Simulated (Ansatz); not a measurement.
## HfO$_{2}$: band-structure calculation

- system: HfO$_{2}$ (3 atoms in the cell)
- method: DFT with r2SCAN, PAW plane waves, no spin polarisation (Ansatz 0.2.0)

The structure derives from an entry of the Crystallography Open Database. Figures and captions count atoms from 1; the log counts them from 0 in places.

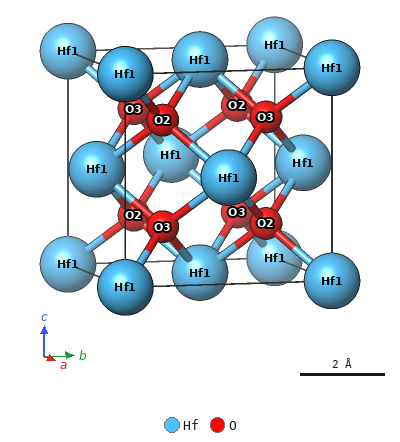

*The structure as given in the input (ball-and-stick view of the cell 4 times as large as that of the calculation, set on its symmetry axes, seen slightly off an axis; atoms are numbered from 1 in the order of the input).*

## Input file
```yaml
crystal:
  lattice:
    - [0.0, 2.555779, 2.555779]
    - [2.555779, 0.0, 2.555779]
    - [2.555779, 2.555779, 0.0]
  atoms:
    - { symbol: Hf, position: [0.0, 0.0, 0.0] }
    - { symbol: O, position: [0.25, 0.25, 0.25] }
    - { symbol: O, position: [0.75, 0.75, 0.75] }
  symmetry: { tolerance: 0.0003 }
kpoints:
  mp_grid: { grid: [9, 9, 9], shift: [0, 0, 0] }
  band_path:
    path:
      - [0.0, 0.0, 0.0]
      - [0.5, 0.0, 0.5]
      - [0.625, 0.25, 0.625]
      - [0.375, 0.375, 0.75]
      - [0.0, 0.0, 0.0]
      - [0.5, 0.5, 0.5]
      - [0.5, 0.25, 0.75]
      - [0.5, 0.0, 0.5]
    npoints: 20
magnetization:
  spin_polarized: false
scf:
  occupations: { method: fermi_dirac }
  lower_state_search: "off"
  max_iter: 200
hamiltonian:
  pseudopotentials: { kind: paw }
  xc: r2scan
basis:
  ecutwfc: 500
  fft_grid_basis: typed
output:
  forces: true
  stress: true
  eigenvalues: true
  bader: true
  populations: true
  elf: true
  write_potential: true
  volumetric_format: npy
  dos:
    e_range: [-12, 8]
    de: 0.05
    projected: { site_lists: { Hf: [Hf], O: [O] } }
checkpoint:
  read: saved_state
```

Hardware: 1 thread of an Arm (aarch64) CPU, shared host.

Run as:
```bash
ansatz run input.yaml --threads 1 --pin off --max-ram 2560MiB --backend cpu --events-out ev --progress --plain --runs-dir out
```

## What the program printed
```
Engine: ansatz 0.2.0, aarch64-unknown-linux-gnu
Pseudopotentials: kind: paw
Pseudopotential: Hf, paw, valence charge 26, recommended cutoff 500 eV (meta_gga), Hf.paw.azcp
Pseudopotential: O, paw, valence charge 6, recommended cutoff 500 eV (meta_gga), O.paw.azcp
Functional definition: r2SCAN
  parameter k0 = 0.174
  parameter k1 = 0.065
  parameter a1 = 4.9479
  exchange = r2scan_x(k0 = k0, k1 = k1, a1 = a1)
  correlation = r2scan_c
Crystal: 3 atoms, lattice volume = 33.389 Å³
Basis set: ecut = 500 eV, 869 PW (Γ), exchange–correlation on 108×108×108 points (64 copies of the dense FFT grid, shifted against one another)
Bands: 23, of which v1, the nominal top of the filled ones, is band 19 counted from 1 (18 counted from 0)
Symmetry: 48 space group operations
Space group: Fm-3m (ITA 225), of the structure as read, at distance tolerance 9.7e-4 Å
k-points: 35 of 729
Non-local potential: Hf, projectors of the file, l = 0: 3, l = 1: 2, l = 2: 2, l = 3: 3
Non-local potential: O, projectors of the file, l = 0: 2, l = 1: 2, l = 2: 1
PAW form: soft (Blöchl's): semilocal exchange-correlation on the pseudo side does not see the compensation charge
PAW frozen core: Hf, regenerated for the run's functional (the file was generated under x = pbe(κ = 0.804, μ = 0.2195149727645171), c = pbe(β = 0.06672455060314922))
PAW frozen core: O, regenerated for the run's functional (the file was generated under x = pbe(κ = 0.804, μ = 0.2195149727645171), c = pbe(β = 0.06672455060314922))
PAW one-centre angular grid: Hf, 974 points (default); XC on 160 Gauss nodes
PAW one-centre angular grid: O, 302 points (default); XC on 160 Gauss nodes
Initial density: read from a saved state, or passed on in memory by an earlier SCF of this step, an earlier step, the calling program or the single point that the run made first
Initial wavefunctions: pseudopotential atomic-orbital guess
Functional: x = r2scan, c = r2scan; τ floored in thin density (d = 2e-4 eV/Å³)
iter 1 solved again at ethr=3.77e-7 eV; its pass at ethr=3.10e-3 eV (dr2=1.43e-4 eV) is discarded
SCF iter   1: F=-16876.164302 eV  HF=-16876.164148 eV  |F-HF|=1.54e-4  |Δ(HF+E_count)|=         —  Δρ=9.04e-4  dr2=1.03e-4  dr2_τ=4.81e-4  ethr=3.77e-7  ⟨swp⟩=3.0  Hψ=5157  notcnv=0
preconditioner: auto → none  [insulator: Δε(μ)=4.326 eV  Ē_g=18.989 eV  σ=0.100 eV  W_gap=1.00  n_scr=14 (ndim 8)  ℏωp=38.6 eV  f_vac=0.082  D(μ)=0.00/eV (n_scr^D=0)  ε∞_Penn≈5.1]
SCF iter   2: F=-16876.164343 eV  HF=-16876.164271 eV  |F-HF|=7.20e-5  |Δ(HF+E_count)|=   1.22e-4  Δρ=4.49e-4  dr2=1.99e-5  dr2_τ=2.91e-5  ethr=2.71e-7  ⟨swp⟩=2.0  Hψ=1610  notcnv=0
SCF iter   3: F=-16876.164341 eV  HF=-16876.164346 eV  |F-HF|=4.65e-6  |Δ(HF+E_count)|=   7.50e-5  Δρ=7.11e-5  dr2=7.61e-7  dr2_τ=8.29e-7  ethr=5.24e-8  ⟨swp⟩=2.0  Hψ=1277  notcnv=0
SCF iter   4: F=-16876.164344 eV  HF=-16876.164345 eV  |F-HF|=3.98e-7  |Δ(HF+E_count)|=   7.79e-7  Δρ=3.68e-5  dr2=2.31e-7  dr2_τ=7.06e-8  ethr=2.63e-10  ⟨swp⟩=10.2  Hψ=7294  notcnv=0
SCF iter   5: F=-16876.164345 eV  HF=-16876.164345 eV  |F-HF|=8.86e-8  |Δ(HF+E_count)|=   3.17e-8  Δρ=2.10e-5  dr2=1.17e-7  dr2_τ=2.33e-8  ethr=2.63e-10  ⟨swp⟩=9.0  Hψ=6356  notcnv=0
SCF iter   6: F=-16876.164345 eV  HF=-16876.164345 eV  |F-HF|=4.43e-9  |Δ(HF+E_count)|=   2.65e-8  Δρ=4.81e-6  dr2=1.53e-9  dr2_τ=2.62e-9  ethr=2.63e-10  ⟨swp⟩=7.6  Hψ=4527  notcnv=0
SCF 1 converged in 6 iterations: F = -16876.164345 eV  dr2 = 1.53e-9
  greatest PAW one-centre occupation: 0.999 electrons in one spin orbital (limit 2), on the Hf atom at site 0 (counted from 0), in its partial waves of l = 3
NSCF: frozen V_eff on 141 k-points
SCF converged after 6 iterations
Free energy (F): -16876.164345 eV
Harris-Foulkes:  -16876.164345 eV  (|F-HF|=4.43e-9)
Internal energy: -16876.164345 eV  (E = F + TS)
E sigma→0 (E₀):  -16876.164345 eV
Fermi energy:    17.322228 eV
--- Per-component energies (eV) ---
  E_band       = 4.843898
  E_kinetic    = 771.940799
  E_local      = -5807.934707  (includes V_loc(G=0)·N_el)
  E_nonlocal   = -1153.030154
  E_hartree    = 2659.154415
  E_xc         = -430.303171
  E_vxc        = -504.247197  (∫ρ·V_xc dr)
  E_paw        = -7270.344790  (= ΣΔE_a)
  E_vpaw       = 1352.257154  (= ΣTr[D̂ρ^β])
  E_aug_tail   = 0.002041  (compensation charges beyond the density's cutoff)
  E_vtau       = 27.546961  (kinetic-family band-sum trace: ∫τ·v_τ [+ j·A + Jᵃ·Aᵃ] dr)
  E_ewald      = -5645.906418
  E_core_change = 0.257640  (= ΣΔE_core)
  E_smearing   = -0.000000  (= −TS)
  E_closure    = 0.000000  (closes the sum)
  Σ components = -16876.164345   (vs F -16876.164345, Δ=0.00e0)
--- Forces (eV/Å), atoms counted from 1 ---
  atom   1  Hf    -0.00000000     0.00000000     0.00000000
  atom   2  O      0.00000000     0.00000000    -0.00000000
  atom   3  O      0.00000000    -0.00000000     0.00000000
  max |Σ_I F_I| component: 3.47e-18 eV/Å
--- Stress (GPa, compression-positive) ---
       -7.949379      -0.000000       0.000000
       -0.000000      -7.949379       0.000000
        0.000000      -0.000000      -7.949379
  P = ⅓ Tr σ = -7.9494 GPa (-79.494 kbar)
--- Band table (eV; the first three rows and the last of 35) ---
  k-point 0: bands = ["-47.5682", "-15.3974", "-15.3974", "-15.3974", "-4.4156", "-1.6931", "4.0506", "4.0506", "4.0506", "4.1139", "4.1139", "4.1139", "4.2881", "9.8758", "9.8758", "9.8758", "14.5705", "14.5705", "14.5705", "19.5444", "19.5444", "21.4239", "25.9181"]
  k-point 1: bands = ["-47.5667", "-15.4481", "-15.4027", "-15.4027", "-4.2602", "-1.8009", "4.0531", "4.0531", "4.0538", "4.1098", "4.1098", "4.1140", "4.2559", "9.9967", "9.9967", "10.2055", "14.2059", "14.3542", "14.3542", "19.7571", "19.7571", "21.9160", "25.3582"]
  k-point 2: bands = ["-47.5629", "-15.5726", "-15.4162", "-15.4162", "-3.8710", "-2.0451", "4.0584", "4.0584", "4.0634", "4.1007", "4.1007", "4.1143", "4.1916", "10.3090", "10.3090", "11.0126", "13.4230", "13.9050", "13.9050", "20.1325", "20.1325", "22.5995", "24.7453"]
  k-point 34: bands = ["-47.5515", "-15.7036", "-15.6401", "-15.5041", "-2.6095", "-2.6024", "4.0703", "4.0747", "4.0792", "4.0841", "4.0884", "4.1003", "4.1070", "9.9013", "10.3179", "12.3400", "12.7651", "13.8604", "14.8449", "20.3047", "20.7546", "22.6052", "22.7851"]
--- Löwdin populations: 3 sites ---
  site symbol       q [e]
     0     Hf     24.4268
     1      O      6.7361
     2      O      6.7361
  spilling = 0.002659 (of n_electrons = 38.000000)
--- Bader charges: 3 sites ---
  site symbol  charge [e]  shift [e]
     0     Hf      2.7759     0.0040
     1      O     -1.3880     0.0020
     2      O     -1.3880     0.0020
  estimated error of the sums over rays = 4.9e-4 e
```

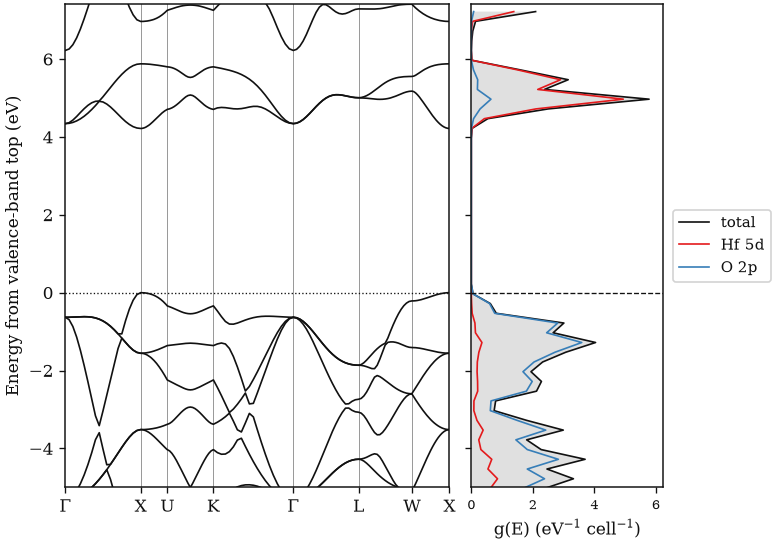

*Band structure along Γ–X–U–K–Γ–L–W–X and density of states (projected on Löwdin-orthogonalised atomic shells), with energies from the valence-band top.*

There is a gap of 4.22 eV on this path, direct, at X.

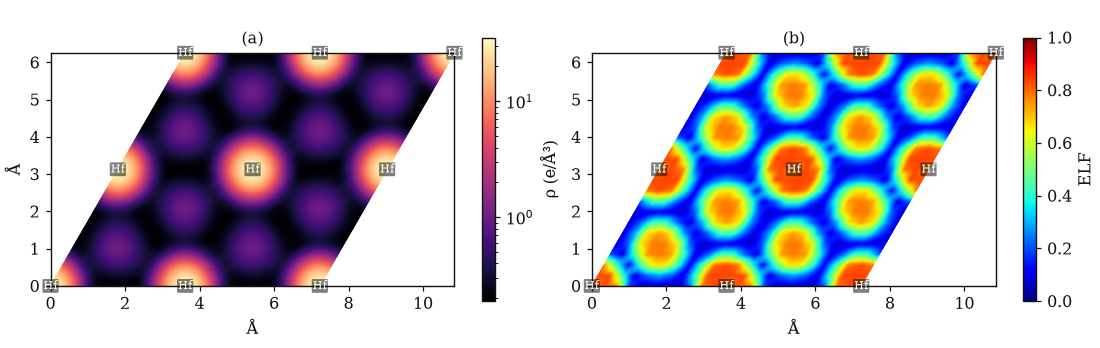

*(a) valence pseudo-density; (b) electron localisation function on the plane of lattice vectors 2 and 3 of the input at fractional height 0.000 along vector 1, 2 × 2 cells, interpolated from points about 0.3 Å apart.*

The plane passes within 0.2 Å of Hf sites. The density in this plane falls to 0.2 e/Å³ at its lowest. The fields are smooth PAW fields, not the true ones close to the nuclei.

## Key numbers

| quantity | value |
| --- | --- |
| outcome | converged |
| space group (tolerance 0.01 Å) | Fm-3m (225) |
| electrons treated | 38 |
| free energy | −16876.1643 eV |
| Fermi energy | 17.322 eV |
| gap on the k-point mesh | 4.33 eV |
| pressure | −7.95 GPa |
| largest force (length of the vector) | under 0.001 eV/Å |
| wall time | 22 s |
| peak memory | 0.4 GiB |

## Notes

Spin–orbit coupling is left out, which matters for Hf. The cell is under a tension of 7.9 GPa at this level, so it is not at its equilibrium volume.
